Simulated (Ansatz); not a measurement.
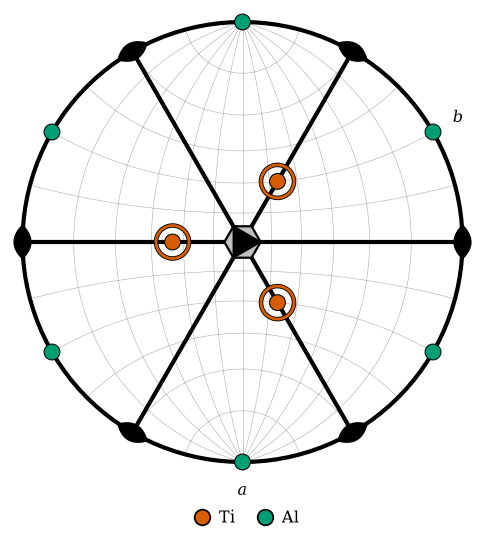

Directions from one aluminium atom at (1/3, 2/3, 1/2) to its bonded neighbours, in stereographic projection down c (filled: above the plane of the page or in it, open: below). Crystal: TiAl, the input geometry of an electronic-structure calculation (not necessarily at equilibrium). The drawing is computed from the coordinates (standard cell, symmetry found to 0.002 Å).

Neighbours are counted up to 3.21 Å for Ti, 2.95 Å for Al. The symmetry elements of the site are drawn in: heavy lines are mirror planes (a heavy rim: a mirror in the plane of the page); lens, triangle, square and hexagon are 2-, 3-, 4- and 6-fold axes, a lens in an open square is −4, a triangle in an open hexagon −6; thin dashed diameters join the ends of axes that lie in the page; a small open circle marks inversion.

```yaml
crystal:
  lattice:
    - [2.86726, 0.00000, 0.00000]
    - [-1.43363, 2.48312, 0.00000]
    - [0.00000, 0.00000, 4.67808]
  atoms:
    - { symbol: Ti, position: [0.00000, 0.00000, 0.00000] }
    - { symbol: Al, position: [0.33333, 0.66667, 0.50000] }
```

How many neighbours are there, and at what angles?

Answer. 12: 6 Ti at 2.87 Å, 6 Al at 2.87 Å. Angles between bonds: 60° (24×), 90° (12×), 109° (3×), 120° (18×), 146° (6×), 180° (3×).

What is the site's symmetry in the crystal?

Answer. Point group -6m2 (D3h), order 12: one −6 axis, three twofold axes, four mirror planes. In No. 187, P-6m2 this is Wyckoff position 1d.
